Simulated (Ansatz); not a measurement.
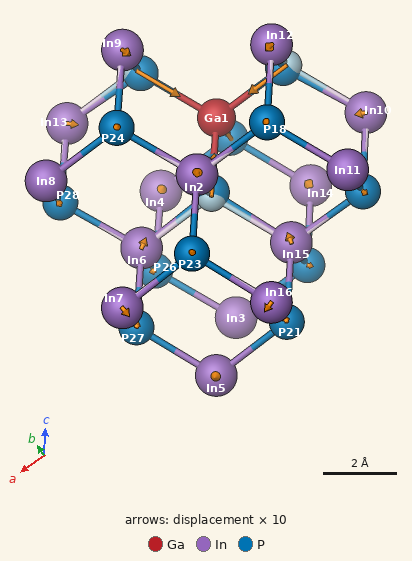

A relaxation of a defect cell of composition In15GaP16. The starting structure is drawn faded, the final one solid; orange arrows show the displacements, 10 times their true length.

The picture is a ball-and-stick view of the atoms within 5.8 Å of the atom that moves most (axes of the cell of the calculation), seen from a free direction.

Case: Ga on a In site (a), charge +0, atoms relaxed at the host's cell.

Computed with DFT PBE, scalar-relativistic, plane waves, PAW (Ansatz 0.2.0).

Input
```yaml
crystal:
  lattice:
    - [-5.9597880289, 5.9597880289, 5.9597880289]
    - [5.9597880289, -5.9597880289, 5.9597880289]
    - [5.9597880289, 5.9597880289, -5.9597880289]
  atoms:
    - { symbol: Ga, position: [0.5, 0.5, 0.0] }
    - { symbol: In, position: [0.5, 0.75, 0.75] }
    - { symbol: In, position: [0.5, 0.0, 0.5] }
    - { symbol: In, position: [0.75, 0.25, 0.0] }
    - { symbol: In, position: [0.5, 0.25, 0.25] }
    - { symbol: In, position: [0.75, 0.5, 0.75] }
    - { symbol: In, position: [0.75, 0.75, 0.5] }
    - { symbol: In, position: [0.0, 0.0, 0.0] }
    - { symbol: In, position: [0.75, 0.0, 0.25] }
    - { symbol: In, position: [0.0, 0.25, 0.75] }
    - { symbol: In, position: [0.0, 0.5, 0.5] }
    - { symbol: In, position: [0.25, 0.75, 0.0] }
    - { symbol: In, position: [0.0, 0.75, 0.25] }
    - { symbol: In, position: [0.25, 0.0, 0.75] }
    - { symbol: In, position: [0.25, 0.25, 0.5] }
    - { symbol: In, position: [0.25, 0.5, 0.25] }
    - { symbol: P, position: [0.25, 0.5, 0.0] }
    - { symbol: P, position: [0.25, 0.75, 0.75] }
    - { symbol: P, position: [0.25, 0.0, 0.5] }
    - { symbol: P, position: [0.5, 0.25, 0.0] }
    - { symbol: P, position: [0.25, 0.25, 0.25] }
    - { symbol: P, position: [0.5, 0.5, 0.75] }
    - { symbol: P, position: [0.5, 0.75, 0.5] }
    - { symbol: P, position: [0.75, 0.0, 0.0] }
    - { symbol: P, position: [0.5, 0.0, 0.25] }
    - { symbol: P, position: [0.75, 0.25, 0.75] }
    - { symbol: P, position: [0.75, 0.5, 0.5] }
    - { symbol: P, position: [0.0, 0.75, 0.0] }
    - { symbol: P, position: [0.75, 0.75, 0.25] }
    - { symbol: P, position: [0.0, 0.0, 0.75] }
    - { symbol: P, position: [0.0, 0.25, 0.5] }
    - { symbol: P, position: [0.0, 0.5, 0.25] }
  host:
    lattice:
      - [0.0, 2.9798940145, 2.9798940145]
      - [2.9798940145, 0.0, 2.9798940145]
      - [2.9798940145, 2.9798940145, 0.0]
    atoms:
      - { symbol: In, position: [0.0, 0.0, 0.0] }
      - { symbol: P, position: [0.25, 0.25, 0.25] }
basis:
  ecutwfc: 420
  xc_grid: 2
kpoints:
  mp_grid: { grid: [2, 2, 2], shift: [0.0, 0.0, 0.0] }
hamiltonian:
  xc: pbe
scf:
  occupations: { method: gaussian, width: 0.02 }
output:
  forces: true
  stress: false
  eigenvalues: true
  charged_corrections:
    defect_position: [0.5, 0.5, 0.0]
    epsilon: [[15.0794, 0.0, 0.0], [0.0, 15.0794, 0.0], [0.0, 0.0, 15.0794]]
  write_density: true
  write_potential: true
  elf: true
  volumetric_format: npy
relax:
  adjacent_minimum: "off"
  f_tol: 0.025
  max_steps: 45
```

Run as
```bash
ansatz run input.yaml --threads 4 --pin off --max-ram 8192MiB --backend cpu --events-out ev --progress --plain --runs-dir out
```

**What did the optimiser do to the structure, and how much energy did it gain?**

The largest moves, 0.14 Å, are those of P17, P20, P22 and P29. P22 goes along +c. By element the largest moves are P 0.14 Å, In 0.04 Å. Ga stays in place. The cell stays as it was. Some distances before and after: Ga1–P17 2.581 → 2.437 Å, In10–P17 2.581 → 2.604 Å, In11–P18 2.581 → 2.594 Å. Among the angles between lasting bonds that change: P21–In15–P22 109.5° → 112.1°, In2–P22–In6 109.5° → 107.0°, Ga1–P22–In2 109.5° → 111.9°. Over 2 accepted moves (3 points after the start) the energy falls by 0.290 eV per cell of the calculation. Largest force component: 0.53 eV/Å at the start, 0.021 eV/Å at the end. 1 step only repeated the SCF at the same geometry. The run took 42 s on 4 threads of Arm Neoverse V1 (shared host), peak memory 2.5 GiB.
